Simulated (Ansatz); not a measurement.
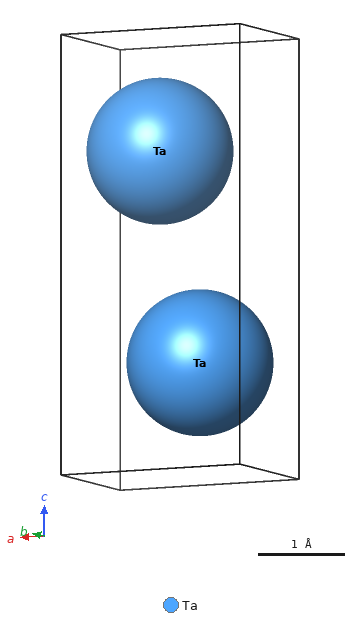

*The structure as given in the input (spheres-only view of the cell of the calculation, seen at an oblique angle).*

# Single-point calculation, with input and output: Ta

The run: single-point calculation of Ta (2 atoms in the cell). Method and program: DFT r2SCAN, scalar-relativistic, plane waves, PAW, no spin polarisation (Ansatz 0.2.0).

The structure derives from a Materials Project entry.

## Input file
```yaml
crystal:
  lattice:
    - [2.9003720726, 0.0, 0.0]
    - [-1.4501860363, 2.5117958953, 0.0]
    - [0.0, 0.0, 5.166274]
  atoms:
    - { symbol: Ta, position: [0.6666666667, 0.3333333333, 0.75] }
    - { symbol: Ta, position: [0.3333333333, 0.6666666667, 0.25] }
basis:
  ecutwfc: 500
kpoints:
  mp_grid: { grid: [24, 24, 10] }
hamiltonian:
  xc: r2scan
scf:
  occupations: { method: gaussian, width: 0.15 }
output:
  forces: true
  stress: true
  eigenvalues: true
  write_density: true
  write_potential: true
  elf: true
  volumetric_format: npy
```

Hardware: 1 thread of Intel Xeon @ 2.50GHz (Skylake/Cascade Lake), 192 GiB of memory available, shared host.

Command:
```bash
ansatz run input.yaml --threads 1 --pin off --max-ram 2560MiB --backend cpu --events-out ev --progress --plain --runs-dir out
```

## What the program printed
```
Engine: ansatz 0.2.0, x86_64-unknown-linux-gnu
Pseudopotentials: kind: paw
Pseudopotential: Ta, paw, valence charge 13, recommended cutoff 500 eV (meta_gga), Ta.paw.azcp
Functional definition: r2SCAN
  parameter k0 = 0.174
  parameter k1 = 0.065
  parameter a1 = 4.9479
  exchange = r2scan_x(k0 = k0, k1 = k1, a1 = a1)
  correlation = r2scan_c
Crystal: 2 atoms, lattice volume = 37.637 Å³
Basis set: ecut = 500 eV, 931 PW (Γ), exchange–correlation on 96×96×160 points (64 copies of the dense FFT grid, shifted against one another)
Bands: 17, of which v1, the nominal top of the filled ones, is band 13 counted from 1 (12 counted from 0)
Symmetry: 24 space group operations
Space group: P63/mmc (ITA 194), of the structure as read, at distance tolerance 3.4e-5 Å
k-points: 366 of 5760
Non-local potential: Ta, projectors of the file, l = 0: 3, l = 1: 2, l = 2: 2, l = 3: 1
PAW form: soft (Blöchl's): semilocal exchange-correlation on the pseudo side does not see the compensation charge
PAW frozen core: Ta, regenerated for the run's functional (the file was generated under x = pbe(κ = 0.804, μ = 0.2195149727645171), c = pbe(β = 0.06672455060314922))
PAW one-centre angular grid: Ta, 590 points (default); XC on 160 Gauss nodes
Initial density: superposition of atomic densities (neutral atoms: chi_scale 0, normalization atom), corrected by the library's trained network
Initial wavefunctions: pseudopotential atomic-orbital guess
Functional: x = r2scan, c = r2scan; τ floored in thin density (d = 2e-4 eV/Å³)
SCF iter   1: F=—  HF=-19888.003418 eV  |F-HF|=—  |Δ(HF+E_count)|=         —  Δρ=8.28e-3  dr2=1.18e-2  dr2_τ=2.97e-2  ethr=1.77e-3  ⟨swp⟩=5.1  Hψ=29742  notcnv=0
preconditioner: auto → Kerker (q_TF=auto, 2.565 Å⁻¹)  [metal: Δε(μ)=0.003 eV  Ē_g=4.809 eV  σ=0.150 eV  W_gap=0.01  n_scr=10 (ndim 8)  ℏωp=19.1 eV  f_vac=0.000  D(μ)=2.41/eV (n_scr^D=22)]
SCF iter   2: F=—  HF=-19888.032443 eV  |F-HF|=—  |Δ(HF+E_count)|=   2.90e-2  Δρ=5.37e-3  dr2=4.97e-3  dr2_τ=5.40e-4  ethr=4.54e-5  ⟨swp⟩=2.1  Hψ=11190  notcnv=0
SCF iter   3: F=—  HF=-19888.034042 eV  |F-HF|=—  |Δ(HF+E_count)|=   1.60e-3  Δρ=6.77e-4  dr2=1.02e-4  dr2_τ=2.81e-5  ethr=1.91e-5  ⟨swp⟩=2.0  Hψ=8084  notcnv=0
SCF iter   4: F=—  HF=-19888.034078 eV  |F-HF|=—  |Δ(HF+E_count)|=   3.57e-5  Δρ=2.73e-4  dr2=2.00e-5  dr2_τ=1.16e-6  ethr=3.92e-7  ⟨swp⟩=2.6  Hψ=10394  notcnv=0
SCF iter   5: F=—  HF=-19888.034083 eV  |F-HF|=—  |Δ(HF+E_count)|=   4.93e-6  Δρ=5.51e-5  dr2=6.72e-7  dr2_τ=7.56e-8  ethr=7.71e-8  ⟨swp⟩=2.5  Hψ=8062  notcnv=0
SCF iter   6: F=-19888.034083 eV  HF=-19888.034083 eV  |F-HF|=4.94e-8  |Δ(HF+E_count)|=   3.69e-7  Δρ=1.78e-5  dr2=5.76e-8  dr2_τ=6.70e-9  ethr=3.85e-10  ⟨swp⟩=9.9  Hψ=44440  notcnv=0
SCF 1 converged in 6 iterations: F = -19888.034083 eV  dr2 = 5.76e-8
  greatest PAW one-centre occupation: 0.998 electrons in one spin orbital (limit 2), on the Ta atom at site 1 (counted from 0), in its partial waves of l = 0
```

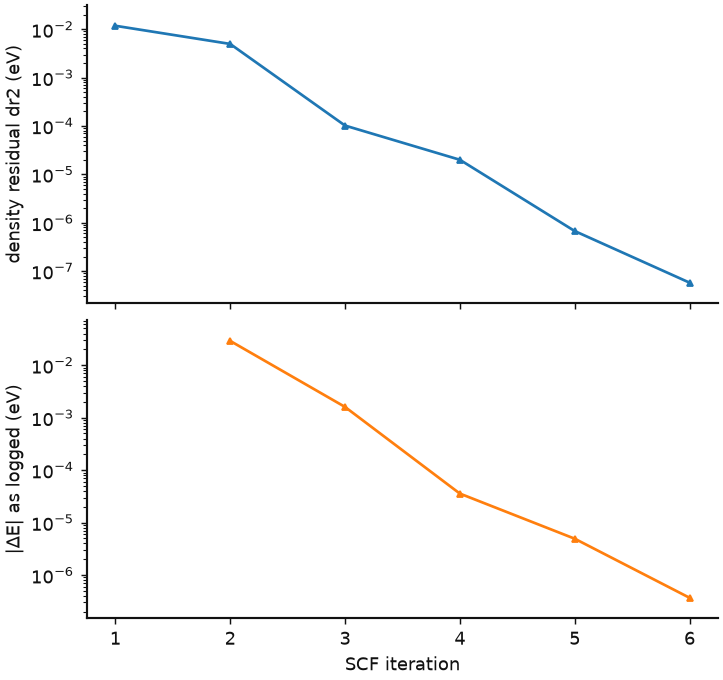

*Convergence of the self-consistent field: density residual dr2 and size of the energy change against the SCF iteration.*

The residual falls at every step.

```
SCF converged after 6 iterations
Free energy (F): -19888.034083 eV
Harris-Foulkes:  -19888.034083 eV  (|F-HF|=4.94e-8)
Internal energy: -19888.006924 eV  (E = F + TS)
E sigma→0 (E₀):  -19888.020504 eV
Entropy (-TS):   -0.027159 eV (-13.579 meV/atom)
Fermi energy:    18.034373 eV
--- Per-component energies (eV) ---
  E_band       = -256.014637
  E_kinetic    = 731.810731
  E_local      = -1153.315578  (includes V_loc(G=0)·N_el)
  E_nonlocal   = 29.461715
  E_hartree    = 398.316332
  E_xc         = -407.839678
  E_vxc        = -442.735973  (∫ρ·V_xc dr)
  E_paw        = -16845.514962  (= ΣΔE_a)
  E_vpaw       = -240.242290  (= ΣTr[D̂ρ^β])
  E_aug_tail   = 0.000160  (compensation charges beyond the density's cutoff)
  E_vtau       = 22.375465  (kinetic-family band-sum trace: ∫τ·v_τ [+ j·A + Jᵃ·Aᵃ] dr)
  E_ewald      = -2639.413084
  E_core_change = -1.512561  (= ΣΔE_core)
  E_smearing   = -0.027159  (= −TS)
  E_closure    = -0.000000  (closes the sum)
  Σ components = -19888.034083   (vs F -19888.034083, Δ=0.00e0)
--- Forces (eV/Å), atoms counted from 1 ---
  atom   1  Ta     0.00000000     0.00000000     0.00000000
  atom   2  Ta    -0.00000000    -0.00000000     0.00000000
  max |Σ_I F_I| component: 2.31e-18 eV/Å
--- Stress (GPa, compression-positive) ---
       -3.020053       0.000000       0.000000
       -0.000000      -3.020053       0.000000
        0.000000       0.000000      -3.900950
  P = ⅓ Tr σ = -3.3137 GPa (-33.137 kbar)
--- Band table (eV; the first three rows and the last of 366) ---
  k-point 0: bands = ["-51.3815", "-51.3166", "-17.6924", "-16.8364", "-16.7194", "-16.7194", "-16.6354", "-16.6354", "9.4596", "12.9108", "17.4574", "17.6758", "18.7378", "18.7378", "19.3213", "19.3213", "21.2978"]
  k-point 1: bands = ["-51.3799", "-51.3182", "-17.6726", "-16.8587", "-16.7173", "-16.7173", "-16.6375", "-16.6375", "9.5501", "12.8638", "17.4070", "17.5386", "18.7257", "18.7257", "19.2840", "19.2840", "21.3855"]
  k-point 2: bands = ["-51.3753", "-51.3228", "-17.6148", "-16.9227", "-16.7114", "-16.7114", "-16.6435", "-16.6435", "9.8148", "12.7049", "17.2199", "17.2684", "18.7026", "18.7026", "19.1838", "19.1838", "21.6284"]
  k-point 365: bands = ["-51.2443", "-51.2443", "-17.5315", "-17.5315", "-17.4216", "-17.4216", "-16.9755", "-16.9755", "15.5964", "15.5964", "15.9734", "15.9734", "17.3083", "17.3083", "19.7134", "19.7134", "23.4301"]
```

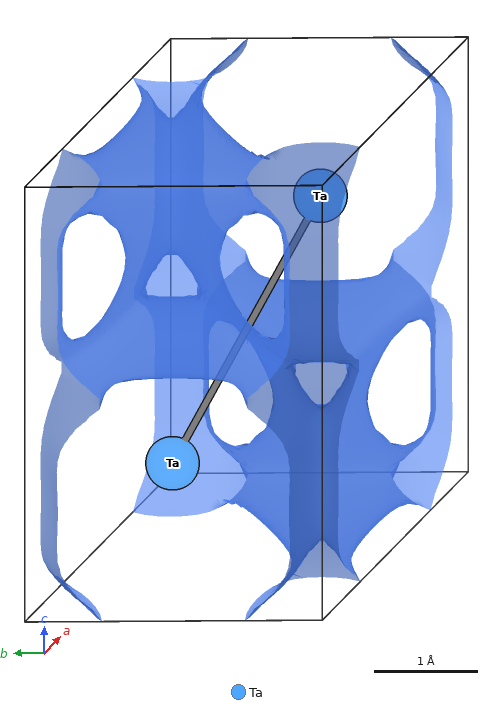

*Isosurface of the electron localisation function at 0.4 (blue), seen at an oblique angle. Core shells and regions of very low density are left out. Sticks mark near contacts. The outline is the cell set on symmetry axes.*

Along the contacts the grid gives the following. Ta–Ta (2.90 Å): the ELF is about 0.30 at the midpoint; no localised pair between them. Ta–Ta (3.08 Å): the ELF is about 0.35 at the midpoint, as expected for nearly free electrons, as in a simple metal. The fields are those of the smooth PAW valence density.

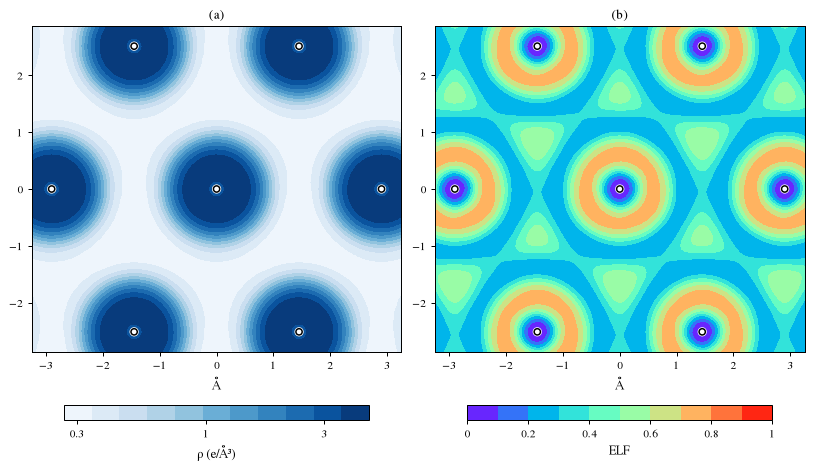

*(a) valence electron density; (b) electron localisation function on the (001) plane of the conventional cell. Circles mark the nuclei in the plane (Ta).*

The section cuts through Ta sites. Ta–Ta (2.90 Å): the density is about 0.3 e/Å³ at the midpoint; the ELF is about 0.30 at the midpoint; no shared electron pair. Away from the nuclei the density in this plane falls to 0.27 e/Å³ at its lowest. The ELF has a maximum of about 0.60 in the space between the atoms. The strong features right at Ta lie inside the PAW spheres (semicore, d or f shells) and say nothing about bonding.

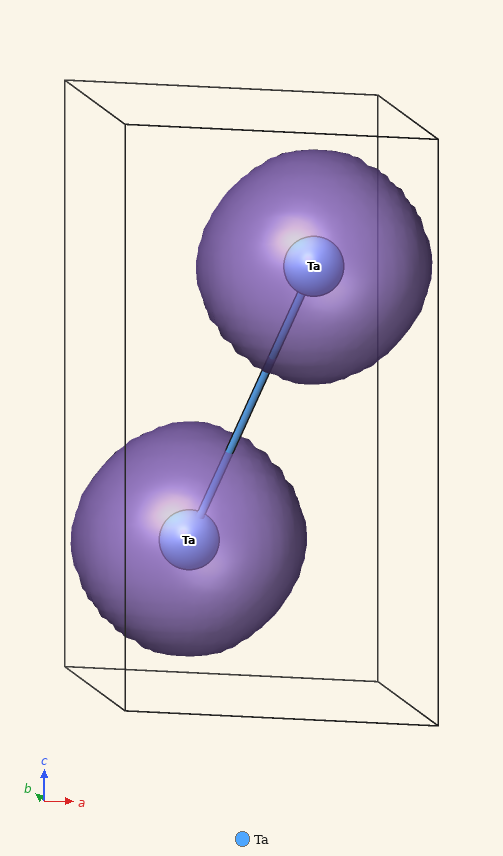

*Isosurface of the valence electron density at 0.6 e/Å³ (purple), seen slightly off an axis. Sticks mark near contacts. The outline is the cell set on symmetry axes.*

At this value the density breaks into separate islands; it holds about 70 % of the electrons treated as valence (semicore included). It is pinched off along the Ta–Ta (2.90 Å) and Ta–Ta (3.08 Å) contacts. On the grid the lowest density along these lines, outside the cores, is 0.3 e/Å³ (Ta–Ta, 2.90 Å) and 0.24 e/Å³ (Ta–Ta, 3.08 Å).

## Results in brief

| quantity | value |
| --- | --- |
| outcome | converged |
| space group (tolerance 0.01 Å) | P6₃/mmc (194) |
| electrons treated | 26 |
| free energy | −19888.0341 eV |
| Fermi energy | 18.034 eV |
| gap on the k-point mesh | none (metallic) |
| pressure | −3.31 GPa |
| largest force (length of the vector) | under 0.001 eV/Å |
| wall time | 43 s |
| peak memory | 0.65 GiB |

## Notes

Spin–orbit coupling is left out, which matters for Ta.
